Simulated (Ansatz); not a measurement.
ZnSnN

```
Zn Sn N
1.0
     4.53630    0.00000    0.00000
    -2.26815    3.92855    0.00000
     0.00000    0.00000    5.73685
Zn Sn N
2 2 2
Direct
  0.33333 0.66667 0.25000
  0.66667 0.33333 0.75000
  0.33333 0.66667 0.75000
  0.66667 0.33333 0.25000
  0.00000 0.00000 0.00000
  0.00000 0.00000 0.50000
```

Space group P6₃/mmc; a structure generated by program, which may or may not match a known phase.

All numbers below come from Ansatz 0.2.0, DFT PBE, scalar-relativistic, plane waves, PAW.

The density is the valence pseudo-density of a PAW calculation; it isn't the true density close to the nuclei.

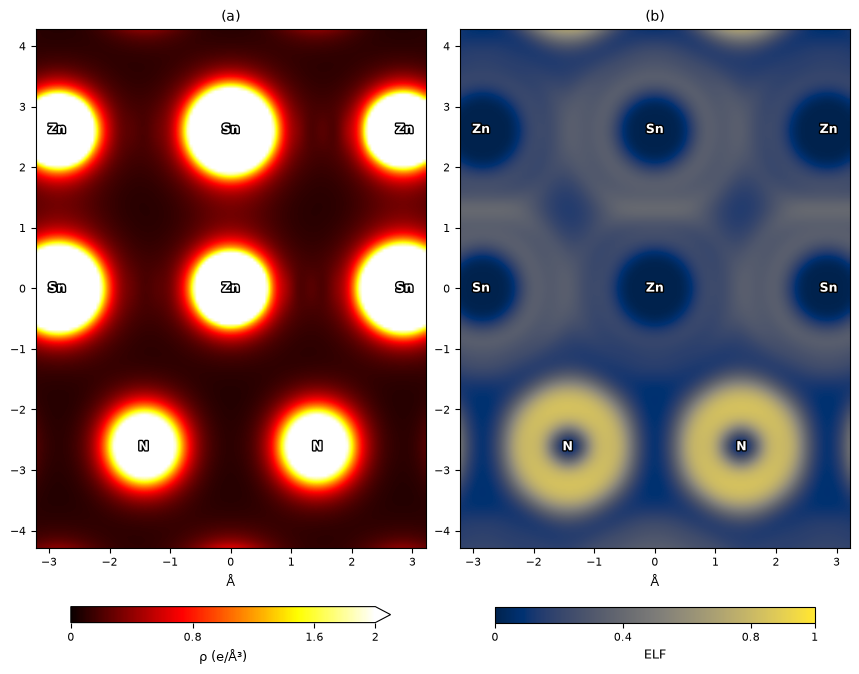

Figure 1. (a) valence pseudo-density; (b) electron localisation function on the (110) plane of the conventional cell.

**Read the bonding off the picture.**

Atoms in the plane: Zn, Sn and N. Zn–N (2.99 Å): ρ at the midpoint is about 0.12 e/Å³; the ELF is about 0.15 at the midpoint (no localised pair shows between them). Sn–N (2.99 Å): ρ is about 0.14 e/Å³ halfway; the ELF is about 0.15 at the midpoint (no localised pair shows between them). Between the atoms the lowest density in this plane is 0.08 e/Å³.

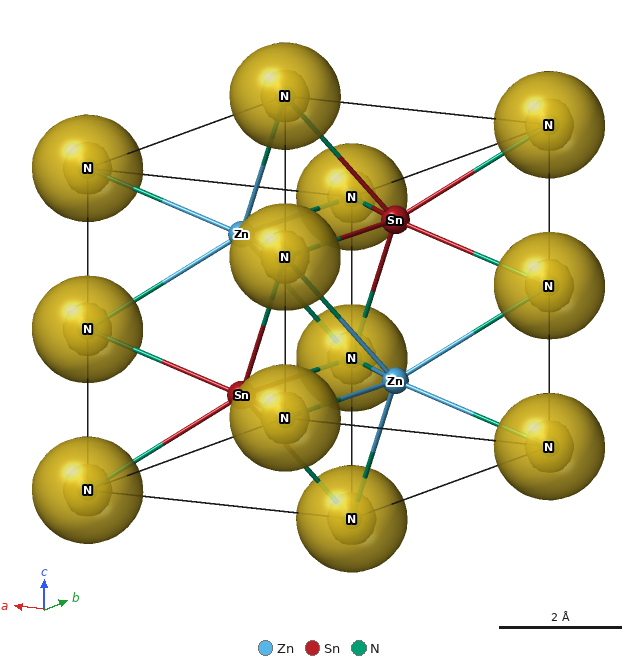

Figure 2. Isosurface of the electron localisation function at 0.7 (yellow), seen at an oblique angle. Core shells and regions of very low density are left out. Sticks mark near contacts.

**What do the ELF domains correspond to?**

The ELF exceeds this value in two regions wrapped around N (the valence shell of each), counted in one cell of 6 atoms. Any copies at cell faces, edges or corners count once.

**Does the calculation make it a metal, or give it a gap?**

It is gapless in this calculation (a metal or semimetal).
